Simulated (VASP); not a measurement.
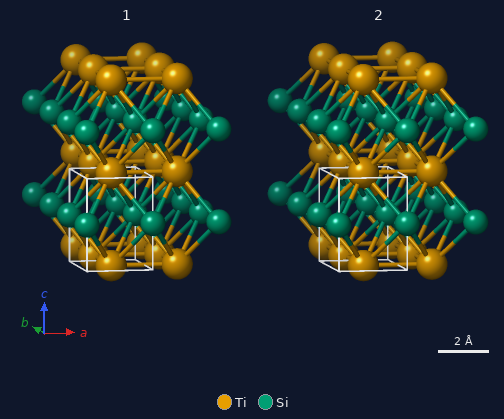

Two geometries of a crystal of TiSi (set up in Cmmm), drawn at one scale. One is the start of a relaxation, the other its converged end. A ball-and-stick model of the cell of the calculation, repeated 2 × 3 × 2 with one cell outlined, seen slightly off an axis.

Method: VASP, Kohn-Sham DFT of a periodic cell, LDA, VASP PAW LDA potentials, recommended. Settings: plane-wave cutoff 600 eV; k-point mesh 8 × 8 × 6; occupations fermi-dirac; smearing width 0.05 eV; no spin polarisation.

Which geometry has the lower energy?

Structure 1 is the relaxed one. The run lets cell and atoms move. The atoms keep their places relative to the cell (all moves are under 0.005 Å). The volume changes by −6.1 %, with a = b 2.790 → 2.698 Å (−3.3 %), c 3.804 → 3.796 Å (−0.2 %), γ 98.8° → 96.2°. Some distances before and after: Ti–Ti 2.790 → 2.698 Å, Si–Ti 2.846 → 2.763 Å, Si–Ti 2.630 → 2.617 Å. The space group stays Cmmm (No. 65). The energy falls by 25.6 meV per atom in 8 geometry steps. All forces vanish by symmetry, so only the cell relaxes. Pressure: −7.54 GPa at the start and −0.03 GPa at the end.
